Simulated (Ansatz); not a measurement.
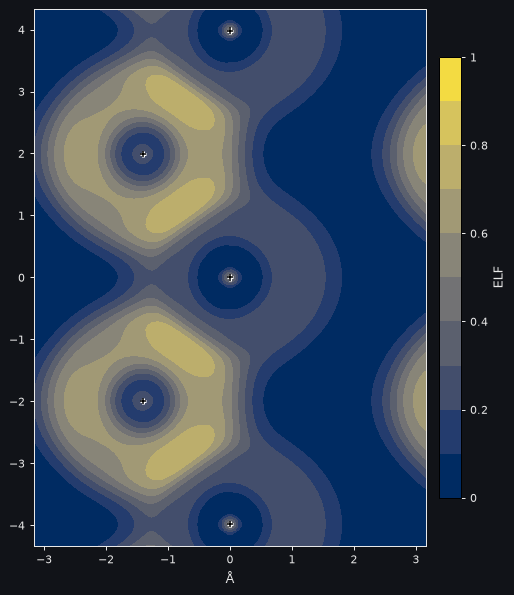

The electron localisation function on a plane through atoms (crosses mark nuclei in the plane).

These are results of DFT, PBE, PAW with Ansatz's default frozen-core files, scalar-relativistic (Ansatz 0.2.0), not measurements.

Candidates:
A. AlAs, a = 5.64 Å, b = 5.64 Å, c = 5.64 Å, α = 90.00°, β = 90.00°, γ = 90.00°. Space group F-43m; computed pressure about 3 GPa in this cell.
B. SnO, a = 3.84 Å, b = 3.84 Å, c = 4.84 Å, α = 90.00°, β = 90.00°, γ = 90.00°. Space group P4/nmm; changed on purpose from its base cell (equal xx and yy strain of +1 %, PAW files); computed pressure about 2 GPa in this cell.
C. GaAs, a = 5.63 Å, b = 5.63 Å, c = 5.63 Å, α = 90.00°, β = 90.00°, γ = 90.00°. Space group F-43m; computed pressure about 4 GPa in this cell.

### Which candidate gave the map?

Candidate C: GaAs on the (101) plane of the conventional cell, which holds Ga and As. Ga–As (2.44 Å): the ELF peaks at about 0.80 between the atoms (a covalent bond).
